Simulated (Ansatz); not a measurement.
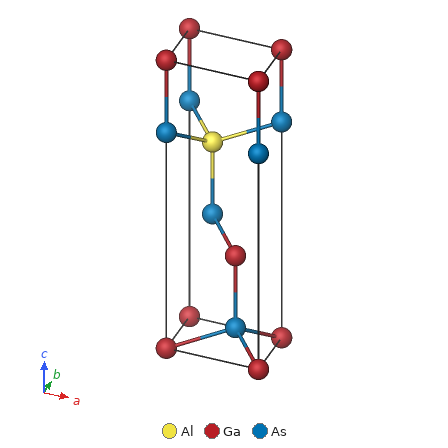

System: AlGa₂As₃, space group P3m1 (No. 156) (cell built by us, not taken from a database). The picture shows the cell.

Input of the run:
```
crystal:
  lattice:
    - [4.0591382169, 0.0, 0.0]
    - [-2.0295691085, 3.5153168133, 0.0]
    - [0.0, 0.0, 9.939913065]
  atoms:
    - { symbol: Al, position: [0.3333333333, 0.6666666667, 0.6671670099] }
    - { symbol: Ga, position: [0.0, 0.0, 0.9997799496] }
    - { symbol: Ga, position: [0.6666666667, 0.3333333333, 0.3332872994] }
    - { symbol: As, position: [0.6666666667, 0.3333333333, 0.0833483305] }
    - { symbol: As, position: [0.3333333333, 0.6666666667, 0.4173956313] }
    - { symbol: As, position: [0.0, 0.0, 0.7490207794] }
basis:
  ecutwfc: 420
kpoints:
  mp_grid: { grid: [12, 12, 4] }
hamiltonian:
  xc: pbe
scf:
  occupations: { method: fixed }
output:
  forces: true
  stress: true
  eigenvalues: true
  polarization: {}
elastic:
  mode: relaxed_ion
  stencil: two_point
```

Command:
```bash
ansatz run input.yaml --threads 4 --pin off --max-ram 8192MiB --backend cpu --events-out ev --progress --plain --runs-dir out
```

How it was computed, with Ansatz 0.2.0: proper piezoelectric stress tensor of an insulator from Berry phases at small strains, Voigt columns xx yy zz yz xz xy, Cartesian axes of the cell vectors; plane waves with PAW datasets, Γ-centred k mesh. Level: PBE, no spin polarisation.

- wave cutoff: 420 eV
- k mesh: 12×12×4
- occupations: fixed
- pressure: 0 GPa
- ions: relaxed
- strain amplitude: 0.002

Predict the piezoelectric tensor e in Voigt notation.

The largest component is e33 = 0.270 C/m². Eight components exceed 1 % of the largest: e15 = −0.156, e16 = −0.205, e21 = −0.205, e22 = 0.205, e24 = −0.156, e31 = −0.130, e32 = −0.130, e33 = 0.270 C/m².

```csv
,xx,yy,zz,yz,xz,xy
x,0.000,0.000,0.000,0.000,-0.156,-0.205
y,-0.205,0.205,0.000,-0.156,0.000,0.000
z,-0.130,-0.130,0.270,0.000,0.000,0.000
```

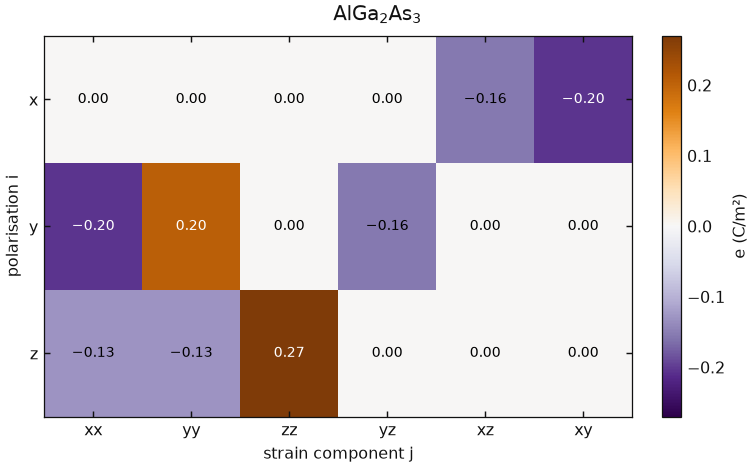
